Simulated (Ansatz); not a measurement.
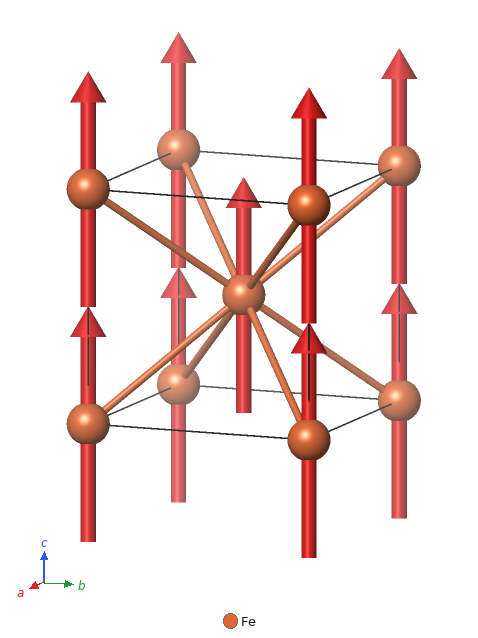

Ball-and-stick representation of a periodic structure, projected slightly off an axis. The frame is the simulation cell; atoms at its boundary are shown with their periodic copies. Arrows are the site magnetic moments above 0.25 μB; longer means larger, and red and blue are up and down (without spin-orbit coupling the axis itself is arbitrary).

This is the state reached for Fe. The numbers come from Ansatz 0.2.0, DFT PBE, scalar-relativistic, plane waves, PAW, using a basis cut at 420 eV, 14×14×14 k-mesh, Gaussian smearing of 0.1 eV, collinear spins.

Q: Characterise the magnetic order.

A: Ferromagnetic (within this cell). Site moments: 2 Fe +2.6 μB. The net spin moment of the whole cell is 5.1 μB.

It derives from a structure listed in the Materials Project. The cell was then strained or its atoms displaced on purpose. Ansatz was used for an electronic-structure calculation on it.

At this level of theory the cell isn't at rest (stretched, at -15 GPa), so its distances can differ from those at equilibrium, the more so the softer the solid, and its magnetic state may change on relaxation.
